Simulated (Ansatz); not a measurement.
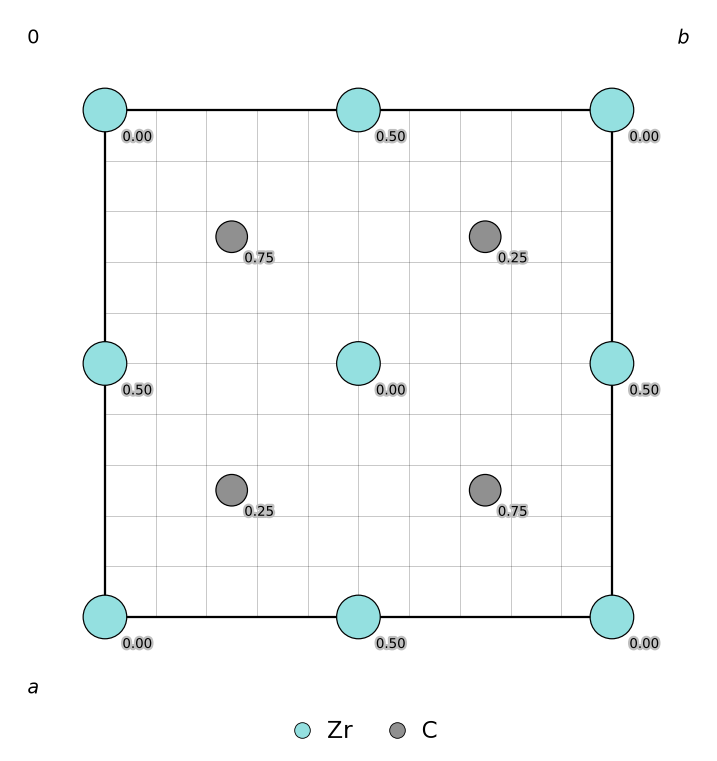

Plan of a unit cell projected along c (a down the page, b across); the numbers are heights as fractions of c, and atoms on the cell's edges are repeated. The grid marks tenths of a and b. Source: coordinates from a relaxation with DFT PBE, scalar-relativistic, plane waves, PAW in Ansatz 0.2.0; the starting structure was generated, so it need not be a known form of this composition. All values are computed from the atomic coordinates in the standard setting (tolerance 0.002 Å).

a = 5.086 Å, b = 5.086 Å, c = 5.086 Å, α = 90.00°, β = 90.00°, γ = 90.00°.

### What does the cell contain?

4 Zr, 4 C: ZrC, Z = 4.

### Which space group?

F-43m, No. 216, face-centred cubic.

### Give the fractional coordinates of all atoms, to two places.

| atom | x | y | z |
| --- | --- | --- | --- |
| Zr | 0.00 | 0.00 | 0.00 |
| C | 0.25 | 0.25 | 0.75 |
| Zr | 0.00 | 0.50 | 0.50 |
| C | 0.25 | 0.75 | 0.25 |
| Zr | 0.50 | 0.00 | 0.50 |
| C | 0.75 | 0.25 | 0.25 |
| Zr | 0.50 | 0.50 | 0.00 |
| C | 0.75 | 0.75 | 0.75 |
